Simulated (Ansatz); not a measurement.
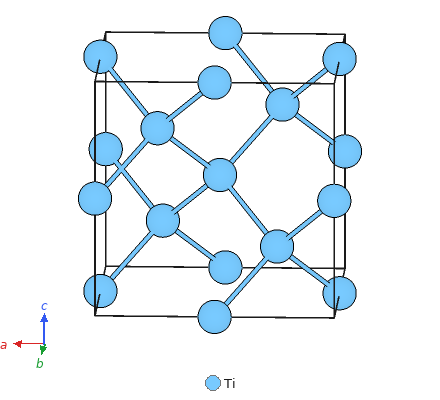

The structure; the drawing may span several cells.

Given this structure, the geometry relaxed with DFT, RPBE, plane waves (420 eV) with PAW, scalar-relativistic (Ansatz); the starting structure was generated, so it need not be a known form of this composition, written in its standard cell:

```xyz
8
Lattice="5.8232 0.0000 0.0000 0.0000 5.8232 0.0000 0.0000 0.0000 5.8232" Properties=species:S:1:pos:R:3 pbc="T T T"
Ti    4.3674    4.3674    4.3674
Ti    0.0000    2.9116    0.0000
Ti    4.3674    1.4558    1.4558
Ti    0.0000    0.0000    2.9116
Ti    1.4558    4.3674    1.4558
Ti    2.9116    2.9116    2.9116
Ti    1.4558    1.4558    4.3674
Ti    2.9116    0.0000    0.0000
```

Predict the [110] zone-axis pattern (200 kV, kinematic, B = 0.3 Å²).

Answer. The spots form a centred rectangular net with both shortest vectors at d = 3.36 Å, 70.5° apart. They are -1 1 -1 and -1 1 1. The pattern has symmetry 2mm. The lattice centring (F) removes all reflections that break h + k = 2n, h + l = 2n; a screw axis and a glide plane both extinguish reflections such as 0 0 2; reflections such as 2 -2 -2, 2 -2 2, 4 -4 -2 are allowed by the space group but vanish because the atoms sit on special positions.

Strongest reflections with d > 0.99 Å, one of each family (|F|² from tabulated Gaussian fits of the electron scattering factors, times a small damping for the curvature of the Ewald sphere):

```json
{"hkl": "1 -1 1", "d (Å)": "3.362", "I (strongest = 100)": "100"}
{"hkl": "2 -2 0", "d (Å)": "2.059", "I (strongest = 100)": "77"}
{"hkl": "0 0 4", "d (Å)": "1.456", "I (strongest = 100)": "35"}
{"hkl": "1 -1 3", "d (Å)": "1.756", "I (strongest = 100)": "27"}
{"hkl": "2 -2 4", "d (Å)": "1.189", "I (strongest = 100)": "20"}
{"hkl": "3 -3 1", "d (Å)": "1.336", "I (strongest = 100)": "14"}
```

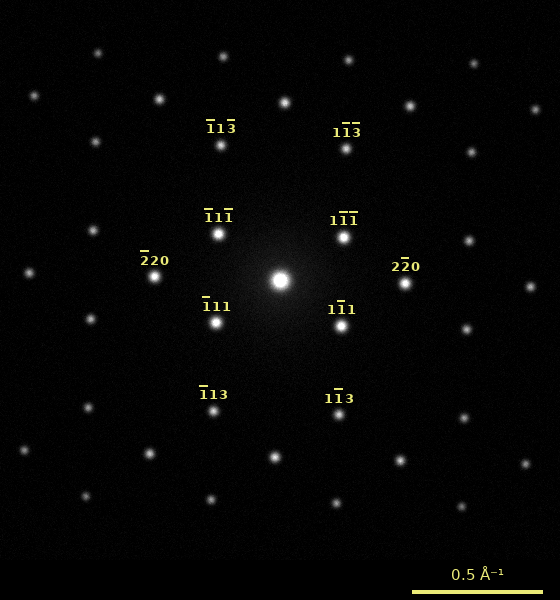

Calculated pattern, seen from the source side with [110] pointing towards the source.
